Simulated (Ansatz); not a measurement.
```yaml
crystal:
  lattice:
    - [2.97631, 0.00000, 0.00000]
    - [0.00000, 2.97631, 0.00000]
    - [0.00000, 0.00000, 2.97631]
  atoms:
    - { symbol: Al, position: [0.00000, 0.00000, 0.00000] }
    - { symbol: Ru, position: [0.50000, 0.50000, 0.50000] }
```

Space group Pm-3m; a structure from a database of computed crystals, not necessarily the ambient phase; computed without spin polarisation.

The calculation used Ansatz, DFT PBEsol, scalar-relativistic, plane waves, PAW.

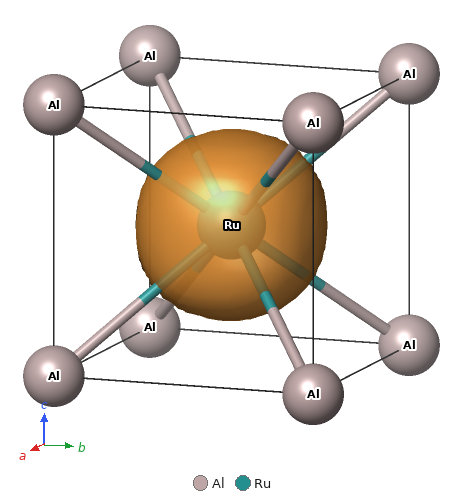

AlRu. Isosurface of the valence pseudo-density at 0.6 e/Å³ (orange), seen slightly off an axis. Sticks mark near contacts.

In a PAW calculation such maps are meaningful between the atoms, not at the nuclei.

Q: What does this surface tell about the bonding?

A: At this value the density breaks into separate islands; it holds about 65 % of the electrons treated as valence (semicore included). It bridges none of the near contacts. It is pinched off along the sampled Al–Ru (2.58 Å) contacts. On the grid the lowest density along these lines, outside the cores, is 0.27 e/Å³ (Al–Ru, 2.58 Å).

Q: Does the calculation give a band gap?

A: It is gapless in this calculation (a metal or semimetal).
